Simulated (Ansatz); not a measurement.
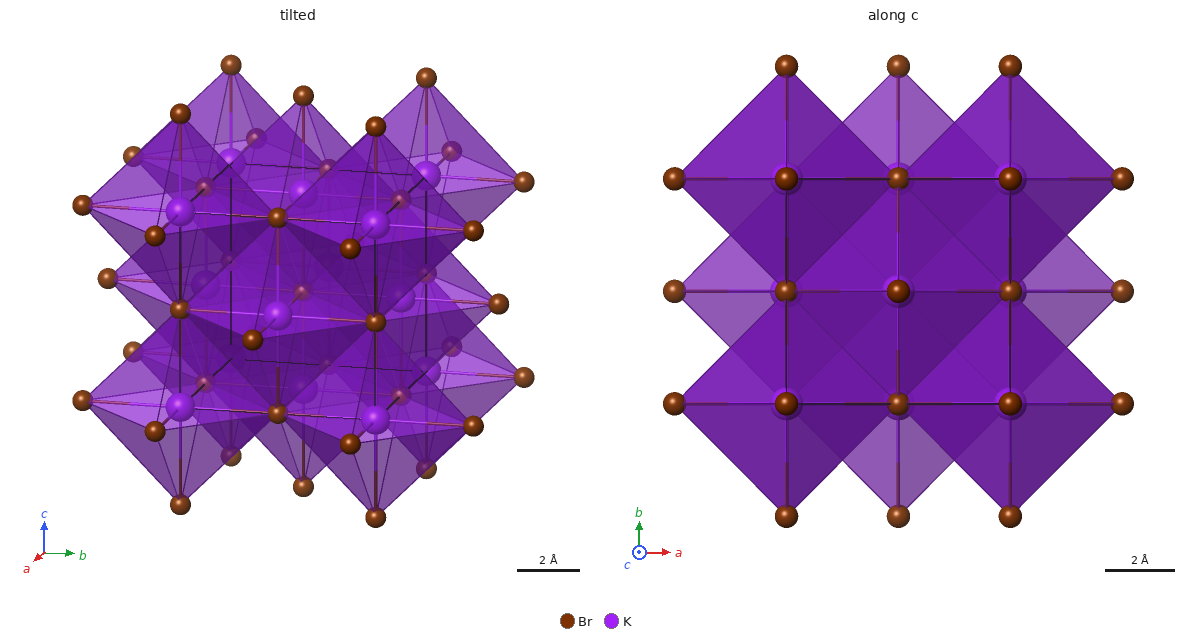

Drawn in the polyhedral manner and seen slightly off an axis and along the c axis. The frame is the drawn cell (a repeat of the simulation cell); atoms at its boundary are shown with their periodic copies. Some neighbours outside the box are added.

KBr, a = 6.571 Å, b = 6.604 Å, c = 6.604 Å, α = 90.00°, β = 90.00°, γ = 90.00°. Strictly the space group is I4/mmm (No. 139, within 0.01 Å). It is a distorted form of a face-centred cubic structure, space group Fm-3m (No. 225) within 0.25 Å: rock salt (NaCl type). Provenance: a structure type filled with these elements by a generator (whether the compound takes this form wasn't checked). The cell was then strained or its atoms displaced on purpose. An electronic-structure calculation with Ansatz was run on it.

This one geometry was computed with Ansatz (DFT, plane waves, PAW) at three levels of theory: PBE, r2SCAN and HSE06. It was relaxed with r2SCAN and then strained.

How does the band gap change with the level of theory?

PBE: a gap of 4.44 eV, direct; r2SCAN: a gap of 5.08 eV, direct; HSE06: a gap of 5.61 eV, direct.

Collect the results in a table.

| level | cutoff (eV) | k-mesh of the run's cell | gap (eV) | pressure (GPa) |
| --- | --- | --- | --- | --- |
| PBE | 420 | 6×6×6 | 4.44 | 0.8 |
| r2SCAN | 500 | 6×6×6 | 5.08 | 0.1 |
| HSE06 | 420 | 4×4×4 | 5.61 | 0.5 |

Gaps are taken on the k-mesh or band path of each run.
